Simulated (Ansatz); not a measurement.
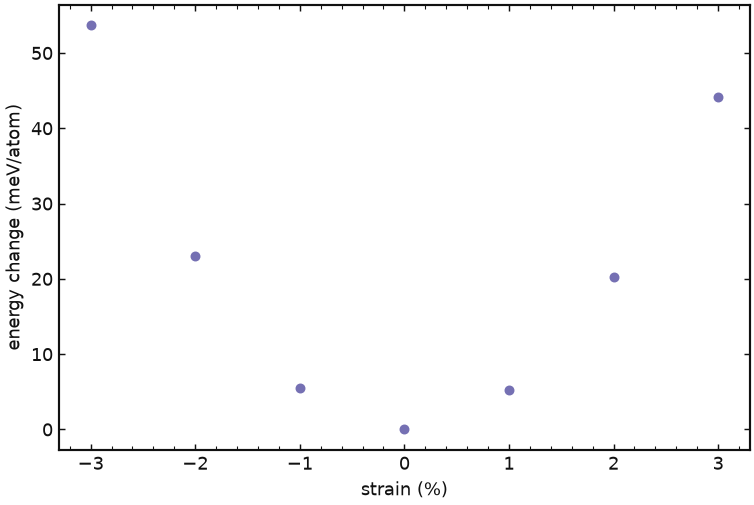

The plot gives the computed energy change against strain for Al₃Ni₂, space group P-3m1 (No. 164).

The given structure:
```yaml
crystal:
  lattice:
    - [4.00314, 0.00000, 0.00000]
    - [-2.00157, 3.46682, 0.00000]
    - [0.00000, 0.00000, 4.85946]
  atoms:
    - { symbol: Al, position: [0.00000, 0.00000, 0.00000] }
    - { symbol: Al, position: [0.33333, 0.66667, 0.64778] }
    - { symbol: Al, position: [0.66667, 0.33333, 0.35222] }
    - { symbol: Ni, position: [0.33333, 0.66667, 0.14557] }
    - { symbol: Ni, position: [0.66667, 0.33333, 0.85443] }
```

Calculation (Ansatz 0.2.0): energy, stress and cell of a relaxed crystal along a series of strains, atoms and what the cell freedom names relaxed within the symmetry; plane waves with PAW datasets, Γ-centred k mesh; energies extrapolated to zero smearing. Level: PBEsol, no spin polarisation.

- wave cutoff: 420 eV
- k mesh: 12×12×8
- occupations: Gaussian
- smearing width: 0.1 eV
- strain kind: isotropic
- cell freedom: cell held, all vectors scaled

**Does the undistorted structure sit at the bottom of the curve?**

Yes: the energy rises on both sides of the starting structure, which is therefore a minimum along this path.

**Is there a gap?**

No, the levels on the k mesh show a metal at every point.

Note: no spin polarisation, a magnetic state may lie lower.
